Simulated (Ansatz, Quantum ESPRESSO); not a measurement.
# Ballistic conductance of 12 planar junctions in two codes

Do pwcond's layer matching and a second code's give the same conductance at the Fermi level?

**Method.** Quantum ESPRESSO 7.5 (pw.x, pwcond.x; lead and junction from one periodic cell, ewind 4 Ry, epsproj 1e-5, nz1 7) and Ansatz 0.2.0 (PAW) on the same atoms and the same mesh across the current. Geometries are as built. G counts both spins, in G₀ = 2e²/h = 77.48 µS.

Results:

| junction | level of pw.x | lead channels per spin | pwcond (G₀) | Ansatz (G₀) | ratio | area over G (fΩ m²) |
| --- | --- | --- | --- | --- | --- | --- |
| 1 layer of MgO(001) between Au(100) leads | LDA, JTH PAW | 0.83 | 0.388 | 0.403 | 0.96 | 2.89 |
| 3 layers of V in Li(110), on the host's sites | PBE, GBRV ultrasoft | 0.87 | 0.37 | 0.373 | 0.99 | 2.92 |
| vacuum gap of 6.0 Å between two K(110) faces | PBE, GBRV ultrasoft | 0.86 | 0.359 | 0.359 | 1.00 | 7.08 |
| 1 layer of graphene between Cu(111) leads, 2.3 Å off each face | PBE, GBRV ultrasoft | 0.89 | 0.338 | 0.38 | 0.89 | 2.19 |
| 3 layers of Pd in Al(100), on the host's sites | PBEsol, GBRV ultrasoft | 1.61 | 0.323 | 0.365 | 0.89 | 3.26 |
| vacuum gap of 4.5 Å between two Ta(110) faces | PBE, JTH PAW | 1.61 | 0.294 | 0.291 | 1.01 | 3.42 |
| vacuum gap of 4.5 Å between two V(110) faces | PBE, GBRV ultrasoft | 1.70 | 0.267 | 0.266 | 1.01 | 3.05 |
| vacuum gap of 4.0 Å between two Pt(100) faces | PBE, GBRV ultrasoft | 2.38 | 0.265 | 0.266 | 1.00 | 3.84 |
| 2 layers of Li in Mo(110), on the host's sites | PBEsol, GBRV ultrasoft | 0.97 | 0.229 | 0.231 | 0.99 | 3.99 |
| vacuum gap of 5.0 Å between two V(110) faces | PBE, GBRV ultrasoft | 1.70 | 0.223 | 0.222 | 1.00 | 3.66 |
| 1 layer of hexagonal BN between Cu(111) leads, 2.3 Å off each face | PBE, GBRV ultrasoft | 0.89 | 0.221 | 0.225 | 0.98 | 3.35 |
| 2 layers of CaO(001) between Ta(100) leads | PBE, JTH PAW | 2.60 | 0.218 | 0.182 | 1.19 | 6.53 |

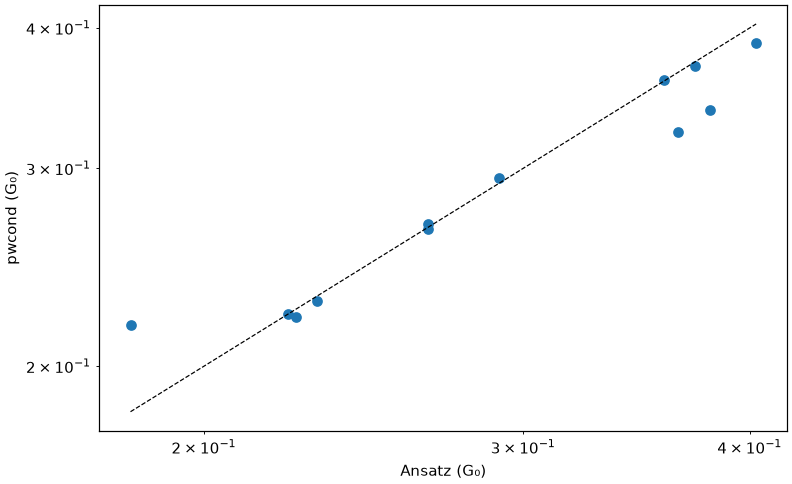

Conductance by pwcond against that by Ansatz.

**Answer.** The conductance spans 0.218 to 0.388 G₀. The codes agree within 5 % on 9 and within 15 % on 11 of 12 junctions; the widest gap is a ratio of 1.19 (2 layers of CaO(001) between Ta(100) leads), where at least one of the two values is off. By hand, for the first row: A/G = 8.694e−20 m² / (0.388 × 7.748e−5 S) = 2.89 fΩ m².

What the numbers leave out: Rows without a moment ran or ended unpolarised, and spin-orbit coupling is left out. Leads are short, and the mesh across the current differs between rows and was not tested: the channel count of one lead shows how much it matters. For early runs T was read anew from pwcond's own table, since our parser had counted it twice. Vacuum gaps count between atomic planes. Rows were grouped by the size of G.
